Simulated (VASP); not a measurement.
## Run report: SnO$_{2}$, geometry relaxation (part 2 of 3)

The same run, continued: SnO$_{2}$ (6 atoms in the cell); Kohn-Sham DFT of a periodic cell, PBE, VASP PAW PBE potentials, recommended, no spin polarisation (VASP 6.6.1); cutoff 600 eV, 6×6×8 k-mesh, Gaussian smearing of 0.02 eV. The structure derives from an entry of the Crystallography Open Database.

Geometry of the input (Å; fractional positions):
```
4.7380  0.0000  0.0000
0.0000  4.7380  0.0000
0.0000  0.0000  3.1865
Sn 0.0000  0.0000  0.0000
Sn 0.5000  0.5000  0.5000
O  0.3071  0.3071  0.0000
O  0.1929  0.8071  0.5000
O  0.6929  0.6929  0.0000
O  0.8071  0.1929  0.5000
```

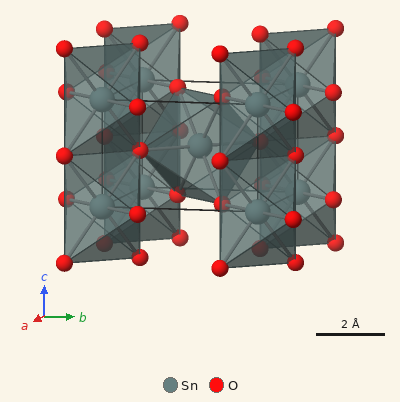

Fig. 1: The starting structure (polyhedral view of the cell of the calculation, seen slightly off an axis; polyhedra are completed across the faces of the cell).

Parts of OUTCAR, continued
```
----------------------------------------------------------------------------------------

 KPOINTS: k-points

Automatic generation of k-mesh.
 Grid dimensions read from file:
 generate k-points for:    6    6    8

 Generating k-lattice:

  Cartesian coordinates                     Fractional coordinates (reciprocal lattice)
     0.035176586  0.000000000  0.000000000     0.166666667  0.000000000  0.000000000
     0.000000000  0.035176586  0.000000000     0.000000000  0.166666667  0.000000000
     0.000000000  0.000000000  0.039227993     0.000000000  0.000000000  0.125000000

  Length of vectors
     0.035176586  0.035176586  0.039227993

  Shift w.r.t. Gamma in fractional coordinates (k-lattice)
     0.000000000  0.000000000  0.000000000

 Subroutine IBZKPT returns following result:
 ===========================================

 Found     50 irreducible k-points:

 Following reciprocal coordinates:
            Coordinates               Weight
  0.000000  0.000000  0.000000      1.000000
  0.166667  0.000000  0.000000      4.000000
  0.333333  0.000000  0.000000      4.000000
  0.500000  0.000000  0.000000      2.000000
  0.166667  0.166667  0.000000      4.000000
  0.333333  0.166667  0.000000      8.000000
  0.500000  0.166667  0.000000      4.000000
  0.333333  0.333333  0.000000      4.000000
  0.500000  0.333333  0.000000      4.000000
  0.500000  0.500000  0.000000      1.000000
  0.000000  0.000000  0.125000      2.000000
  0.166667  0.000000  0.125000      8.000000
  0.333333  0.000000  0.125000      8.000000
  0.500000  0.000000  0.125000      4.000000
  0.166667  0.166667  0.125000      8.000000
  0.333333  0.166667  0.125000     16.000000
  0.500000  0.166667  0.125000      8.000000
  0.333333  0.333333  0.125000      8.000000
  0.500000  0.333333  0.125000      8.000000
  0.500000  0.500000  0.125000      2.000000
  0.000000  0.000000  0.250000      2.000000
  0.166667  0.000000  0.250000      8.000000
  0.333333  0.000000  0.250000      8.000000
  0.500000  0.000000  0.250000      4.000000
 [... further k-points ...]
   k-points           NKPTS =     50   k-points in BZ     NKDIM =     50   number of bands    NBANDS=     31
   number of dos      NEDOS =    301   number of ions     NIONS =      6
   total plane-waves  NPLWV =  44800
   dimension x,y,z NGX =    40 NGY =   40 NGZ =   28
   dimension x,y,z NGXF=    80 NGYF=   80 NGZF=   56
   ions per type =               2   4
   NGX,Y,Z   is equivalent  to a cutoff of  14.04, 14.04, 14.61 a.u.
   NGXF,Y,Z  is equivalent  to a cutoff of  28.07, 28.07, 29.22 a.u.
 SYSTEM =  SnO2
   PREC   = accura    normal or accurate (medium, high low for compatibility)
   ISTART =      0    job   : 0-new  1-cont  2-samecut
   ICHARG =      2    charge: 1-file 2-atom 10-const
   ISPIN  =      1    spin polarized calculation?
   LNONCOLLINEAR =      F non collinear calculations
   LSORBIT =      F    spin-orbit coupling
   LASPH  =      T    aspherical Exc in radial PAW
   ENCUT  =  600.0 eV  44.10 Ry    6.64 a.u.   9.46  9.46  6.36*2*pi/ulx,y,z
   NELM   =     60;   NELMIN=  2; NELMDL= -5     # of ELM steps
   EDIFF  = 0.1E-06   stopping-criterion for ELM
   LREAL  =      F    real-space projection
   EDIFFG = -.4E-02   stopping-criterion for IOM
   NSW    =     80    number of steps for IOM
   IBRION =      2    ionic relax: 0-MD 1-quasi-New 2-CG
   NFREE  =      1    steps in history (QN), initial steepest desc. (CG)
   ISIF   =      3    stress and relaxation
   ISYM   =      2    0-nonsym 1-usesym 2-fastsym
   POTIM  = 0.5000    time-step for ionic-motion
   TEBEG  =    0.0;   TEEND  =   0.0 temperature during run
   PSTRESS=    0.0 pullay stress
   NELECT =      52.0000    total number of electrons
   NUPDOWN=      -1.0000    fix difference up-down
   EMIN   =  10.00;   EMAX   =-10.00  energy-range for DOS
   EFERMI =   0.00;   METHOD = LEGACY
   ISMEAR =     0;   SIGMA  =   0.02  broadening in eV -4-tet -1-fermi 0-gaus
   EFERMI_NEDOS =   21; number of points for ismear=-14 and -15
   IALGO  =     68    algorithm
   IMIX   =      4    mixing-type and parameters
     AMIX     =   0.40;   BMIX     =  1.00
     AMIX_MAG =   1.60;   BMIX_MAG =  1.00
  volume/ion in A,a.u.               =      11.92        80.45
  Fermi-wavevector in a.u.,A,eV,Ry     =   1.472000  2.781677 29.480903  2.166785
  Thomas-Fermi vector in A             =   2.587068
   LORBIT       =      0    0 simple, 1 ext, 2 COOP (PROOUT), +10 PAW based schemes
   GGA     = PE    functional components
   LHFCALC =     F    Hartree Fock is set to
   AEXX    =    0.0000 exact exchange contribution
   IVDW    =     0    specifies the selected vdW correction
   LEPSILON=     F    determine dielectric tensor
   LRPA    =     F    only Hartree local field effects (RPA)
 conjugate gradient relaxation of ions
 non-spin polarized calculation
 RMM-DIIS sequential band-by-band and
 Gauss-broadening in eV      SIGMA  =   0.02
  energy-cutoff  :      600.00
  volume of cell :       71.53
 maximum number of plane-waves:      2409
 NGX is ok and might be reduce to    40
   NGX = 19   NGY = 19   NGZ = 13

--------------------------------------- Ionic step        1  -------------------------------------------

 number of electron      52.0000000 magnetization

 Free energy of the ion-electron system (eV)
  ---------------------------------------------------
  ext. energy  EPLUGINS =         0.00000000
  ---------------------------------------------------
  free energy    TOTEN  =       -37.16963962 eV

  energy without entropy =      -37.16963962  energy(sigma->0) =      -37.16963962

------------------------ aborting loop because EDIFF is reached ----------------------------------------

  FORCE on cell =-STRESS in cart. coord.  units (eV):
  Direction    XX          YY          ZZ          XY          YZ          ZX
  --------------------------------------------------------------------------------------
  -------------------------------------------------------------------------------------
  Total        4.6942698      4.6942698      6.1567501     -0.0000000      0.0000000      0.0000000
  in kB      105.1416029    105.1416029    137.8980346     -0.0000000      0.0000000      0.0000000
  external PRESSURE =     116.0604134 kB  Pullay stress =       0.0000000 kB

 VOLUME and BASIS-vectors are now :
 -----------------------------------------------------------------------------
  energy-cutoff  :      600.00
  volume of cell :       71.53
      direct lattice vectors                 reciprocal lattice vectors
     4.738000000  0.000000000  0.000000000     0.211059519  0.000000000  0.000000000
     0.000000000  4.738000000  0.000000000     0.000000000  0.211059519  0.000000000
     0.000000000  0.000000000  3.186500000     0.000000000  0.000000000  0.313823945

 POSITION                                       TOTAL-FORCE (eV/Angst)
 -----------------------------------------------------------------------------------
      0.00000      0.00000      0.00000        -0.000000      0.000000     -0.000000
      2.36900      2.36900      1.59325        -0.000000      0.000000     -0.000000
      1.45504      1.45504      0.00000        -0.207493     -0.207493      0.000000
      0.91396      3.82404      1.59325         0.207493     -0.207493      0.000000
      3.28296      3.28296      0.00000         0.207493      0.207493     -0.000000
      3.82404      0.91396      1.59325        -0.207493      0.207493     -0.000000
 -----------------------------------------------------------------------------------
    total drift:                               -0.000000     -0.000000      0.000000

  FREE ENERGIE OF THE ION-ELECTRON SYSTEM (eV)
  ---------------------------------------------------
  free  energy   TOTEN  =       -37.1696396176 eV

  energy  without entropy=      -37.1696396176  energy(sigma->0) =      -37.16963962

--------------------------------------- Ionic step        2  -------------------------------------------

 number of electron      52.0000017 magnetization

------------------------ aborting loop because EDIFF is reached ----------------------------------------

  FORCE on cell =-STRESS in cart. coord.  units (eV):
  Direction    XX          YY          ZZ          XY          YZ          ZX
  --------------------------------------------------------------------------------------
  -------------------------------------------------------------------------------------
  Total       -4.4764263     -4.4764263     -7.0120384      0.0000000      0.0000000      0.0000000
  in kB      -88.7102561    -88.7102561   -138.9590016      0.0000000      0.0000000      0.0000000
  external PRESSURE =    -105.4598379 kB  Pullay stress =       0.0000000 kB

 VOLUME and BASIS-vectors are now :
 -----------------------------------------------------------------------------
  energy-cutoff  :      600.00
  volume of cell :       80.85
      direct lattice vectors                 reciprocal lattice vectors
     4.916831099  0.000000000  0.000000000     0.203383029  0.000000000  0.000000000
    -0.000000000  4.916831099  0.000000000    -0.000000000  0.203383029  0.000000000
     0.000000000  0.000000000  3.344241292     0.000000000  0.000000000  0.299021486

 POSITION                                       TOTAL-FORCE (eV/Angst)
 -----------------------------------------------------------------------------------
      4.91683      0.00000      3.34424        -0.000000     -0.000000     -0.000000
      2.45842      2.45842      1.67212         0.000000     -0.000000     -0.000000
      1.49957      1.49957      0.00000         0.254947      0.254947      0.000000
      0.95884      3.95799      1.67212        -0.254947      0.254947     -0.000000
      3.41726      3.41726      3.34424        -0.254947     -0.254947     -0.000000
      3.95799      0.95884      1.67212         0.254947     -0.254947     -0.000000
 -----------------------------------------------------------------------------------
    total drift:                               -0.000000     -0.000000     -0.000000

  FREE ENERGIE OF THE ION-ELECTRON SYSTEM (eV)
  ---------------------------------------------------
  free  energy   TOTEN  =       -37.1060954721 eV

  energy  without entropy=      -37.1060953713  energy(sigma->0) =      -37.10609542

--------------------------------------- Ionic step        3  -------------------------------------------

 number of electron      52.0000002 magnetization

------------------------ aborting loop because EDIFF is reached ----------------------------------------

  FORCE on cell =-STRESS in cart. coord.  units (eV):
  Direction    XX          YY          ZZ          XY          YZ          ZX
  --------------------------------------------------------------------------------------
  -------------------------------------------------------------------------------------
  Total        0.2127670      0.2127670     -0.4290055      0.0000000      0.0000000      0.0000000
  in kB        4.5143542      4.5143542     -9.1023648      0.0000000      0.0000000      0.0000000
  external PRESSURE =      -0.0245521 kB  Pullay stress =       0.0000000 kB

 VOLUME and BASIS-vectors are now :
 -----------------------------------------------------------------------------
  energy-cutoff  :      600.00
  volume of cell :       75.51
      direct lattice vectors                 reciprocal lattice vectors
     4.816184886  0.000000000  0.000000000     0.207633225  0.000000000  0.000000000
    -0.000000000  4.816184886  0.000000000    -0.000000000  0.207633225  0.000000000
     0.000000000  0.000000000  3.255464430     0.000000000  0.000000000  0.307175834

 POSITION                                       TOTAL-FORCE (eV/Angst)
 -----------------------------------------------------------------------------------
     -0.00000      0.00000      0.00000         0.000000      0.000000      0.000000
      2.40809      2.40809      1.62773         0.000000      0.000000      0.000000
      1.47439      1.47439      0.00000         0.045218      0.045218      0.000000
      0.93370      3.88249      1.62773        -0.045218      0.045218      0.000000
      3.34179      3.34179      0.00000        -0.045218     -0.045218      0.000000
      3.88249      0.93370      1.62773         0.045218     -0.045218      0.000000
 -----------------------------------------------------------------------------------
    total drift:                                0.000000     -0.000000     -0.000000

  FREE ENERGIE OF THE ION-ELECTRON SYSTEM (eV)
  ---------------------------------------------------
  free  energy   TOTEN  =       -37.3099564510 eV

  energy  without entropy=      -37.3099564510  energy(sigma->0) =      -37.30995645

[... ionic steps 4 to 7 ...]

--------------------------------------- Ionic step        8  -------------------------------------------

 number of electron      52.0000001 magnetization

------------------------ aborting loop because EDIFF is reached ----------------------------------------

  FORCE on cell =-STRESS in cart. coord.  units (eV):
  Direction    XX          YY          ZZ          XY          YZ          ZX
  --------------------------------------------------------------------------------------
  -------------------------------------------------------------------------------------
  Total       -0.0253660     -0.0253660     -0.0467586      0.0000000      0.0000000      0.0000000
  in kB       -0.5370391     -0.5370391     -0.9899551      0.0000000      0.0000000      0.0000000
  external PRESSURE =      -0.6880111 kB  Pullay stress =       0.0000000 kB

 VOLUME and BASIS-vectors are now :
 -----------------------------------------------------------------------------
  energy-cutoff  :      600.00
  volume of cell :       75.68
      direct lattice vectors                 reciprocal lattice vectors
     4.830650334 -0.000000000  0.000000000     0.207011464  0.000000000  0.000000000
    -0.000000000  4.830650334  0.000000000     0.000000000  0.207011464  0.000000000
     0.000000000  0.000000000  3.242988333     0.000000000  0.000000000  0.308357569

 POSITION                                       TOTAL-FORCE (eV/Angst)
 -----------------------------------------------------------------------------------
      0.00000      0.00000      0.00000         0.000000      0.000000      0.000000
      2.41533      2.41533      1.62149         0.000000      0.000000      0.000000
      1.48091      1.48091      0.00000        -0.002021     -0.002021      0.000000
      0.93442      3.89623      1.62149         0.002021     -0.002021      0.000000
      3.34974      3.34974      0.00000         0.002021      0.002021      0.000000
      3.89623      0.93442      1.62149        -0.002021      0.002021      0.000000
 -----------------------------------------------------------------------------------
    total drift:                                0.000000      0.000000     -0.000000

  FREE ENERGIE OF THE ION-ELECTRON SYSTEM (eV)
  ---------------------------------------------------
  free  energy   TOTEN  =       -37.3118070901 eV

  energy  without entropy=      -37.3118070901  energy(sigma->0) =      -37.31180709

--------------------------------------- Ionic step        9  -------------------------------------------

 number of electron      52.0000001 magnetization

------------------------ aborting loop because EDIFF is reached ----------------------------------------
```
